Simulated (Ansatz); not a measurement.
Here is a crystal structure:

```xyz
6
Lattice="3.4920 0.0000 0.0000 -1.7460 3.0242 0.0000 0.0000 0.0000 14.9013" Properties=species:S:1:pos:R:3 pbc="T T T"
Te    0.0000    2.0161    9.3598
Te    1.7460    1.0081    1.9091
Te    1.7460    1.0081    5.5415
Te    0.0000    2.0161   12.9922
Mo    0.0000    2.0161    3.7253
Mo    1.7460    1.0081   11.1760
```

Q: Interpret the file: composition, symmetry and coordination.

A: The stoichiometry is Te$_{2}$Mo. It is primitive hexagonal, space group P6_3/mmc (No. 194). It belongs to the family called 2H molybdenite (MoS₂) type. Cell content 4 Te, 2 Mo; Z = 2. The polyhedra are MoTe6 trigonal prisms; they share edges. The Te atoms are each bonded to three Mo in a trigonal pyramidal arrangement at 2.71 Å. Each Mo atom is coordinated by six Te in a trigonal prismatic arrangement at 2.71 Å. The bonds build Te2Mo layers parallel to (001).

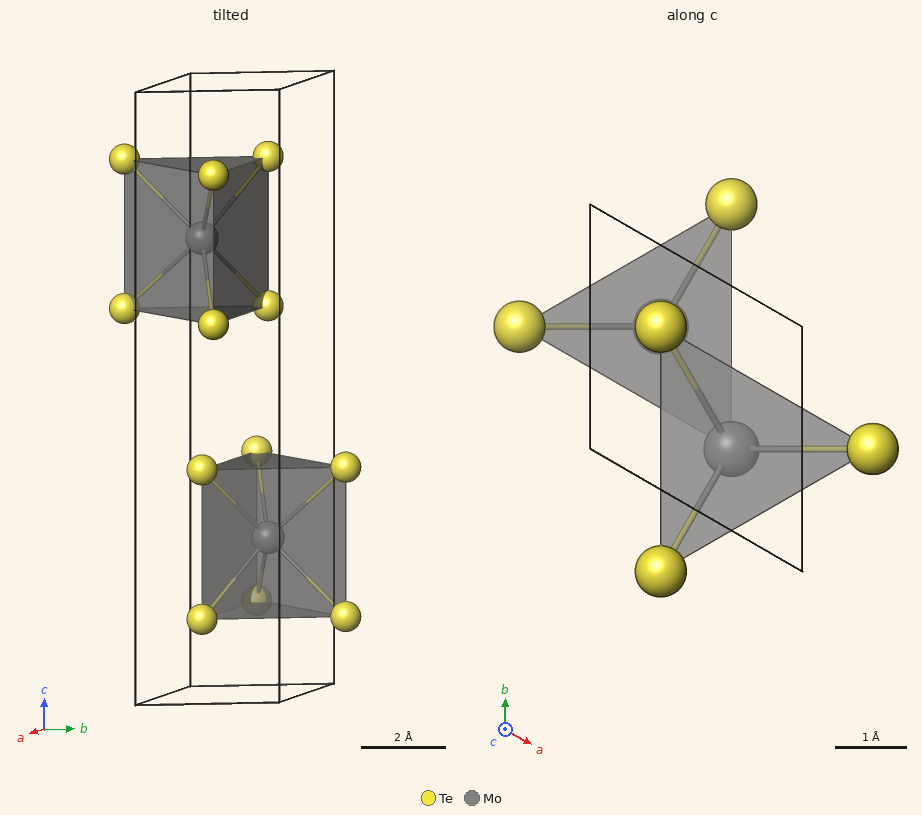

Figure: polyhedral view slightly off an axis and along the c axis. Atoms at the boundary of the conventional unit cell (the box) are drawn once for each face, edge or corner they touch. Some atoms of the next cells are drawn as well. Colours: tellurium yellow, molybdenum grey.

The starting point was a structure listed in the Materials Project. The cell was then strained or its atoms displaced on purpose. It was run through Ansatz as a DFT input.
